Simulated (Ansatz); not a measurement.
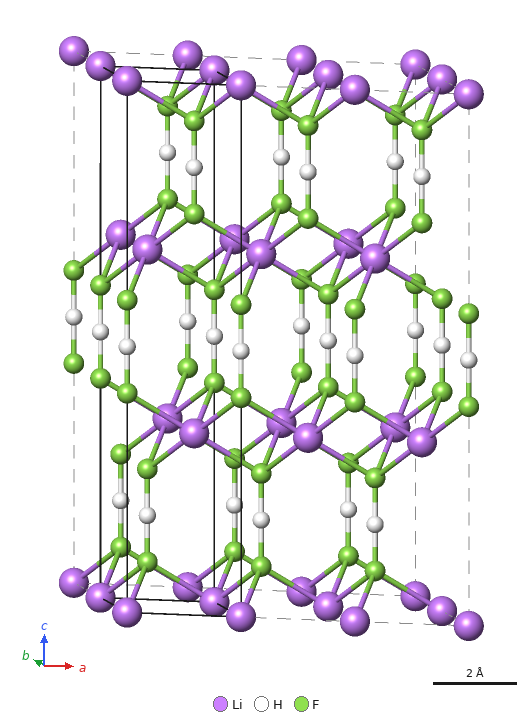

The figure gives a ball-and-stick picture of the atoms, viewed slightly off an axis. The drawing covers 3×2×1 cells, and the solid lines enclose one conventional unit cell.

LiHF2, space group R-3m (No. 166), a = 2.89 Å, b = 2.89 Å, c = 12.99 Å, α = 90.00°, β = 90.00°, γ = 120.00°.

Electronic-structure method: Ansatz 0.2.0, DFT LDA, scalar-relativistic, plane waves, PAW. Parameters: E_cut = 420 eV, k-points about 0.28 Å⁻¹ apart, Gaussian smearing of 0.05 eV, no spin polarisation.

### Classify it as metallic or gapped, with the value.

An insulator at this level, with a gap of 8.26 eV on the k-mesh (the true edges may lie between mesh points, so the gap can be somewhat smaller).

### How far is the cell from zero pressure?

The computed pressure is 0.0 GPa, close to zero.

Its origin is a structure listed in the Materials Project. Earlier steps of the study may have refined or changed the cell and positions. It was run through Ansatz as a DFT input.
